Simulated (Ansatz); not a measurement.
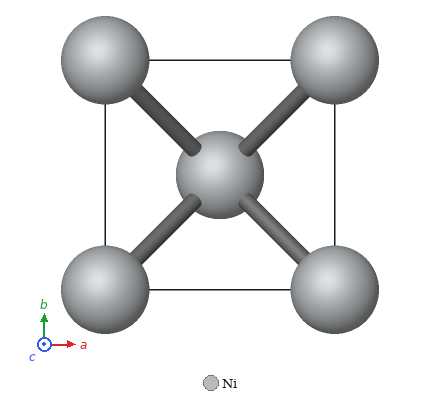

The structure, seen along [001]; the drawing may span several cells.

Given this structure, the geometry relaxed with DFT, revPBE, plane waves (420 eV) with PAW, scalar-relativistic (Ansatz); the starting structure was generated, so it need not be a known form of this composition, written in its standard cell:

```cif
data_structure
_symmetry_space_group_name_H-M 'Im-3m'
_symmetry_Int_Tables_number 229
_cell_length_a 2.8151
_cell_length_b 2.8151
_cell_length_c 2.8151
_cell_angle_alpha 90.000
_cell_angle_beta 90.000
_cell_angle_gamma 90.000
_cell_volume 22.31
loop_
_atom_site_label
_atom_site_type_symbol
_atom_site_symmetry_multiplicity
_atom_site_Wyckoff_symbol
_atom_site_fract_x
_atom_site_fract_y
_atom_site_fract_z
_atom_site_occupancy
Ni1 Ni 2 a 0.00000 0.00000 0.00000 1
```

> What does the kinematic electron diffraction pattern along [001] look like at 200 kV (B = 0.5 Å²)?

The spots form a square net with both shortest vectors at d = 1.99 Å, 90.0° apart. They are 1 -1 0 and 1 1 0. The pattern has symmetry 4mm. The lattice centring (I) removes all reflections that break h + k + l = 2n.

Strongest reflections with d > 0.80 Å, one of each family (|F|² from tabulated Gaussian fits of the electron scattering factors, times a small damping for the curvature of the Ewald sphere):

```
  hkl  d (Å)  I (strongest = 100)
1 1 0  1.991                  100
2 0 0  1.408                   49
2 2 0  0.995                   20
3 1 0  0.890                   14
```

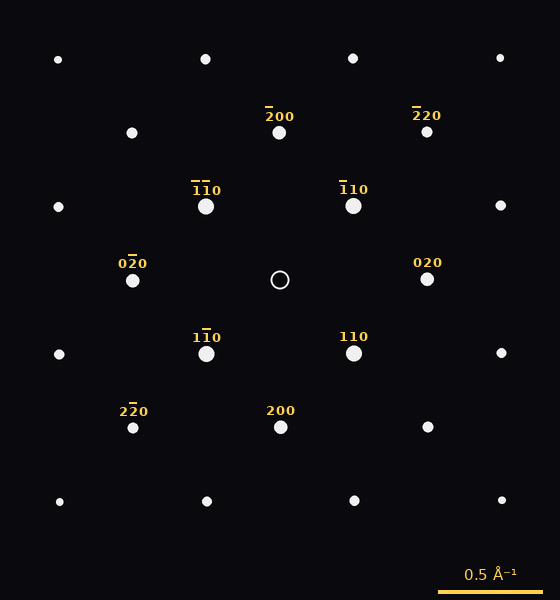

Calculated pattern, seen from the source side with [001] pointing towards the source.
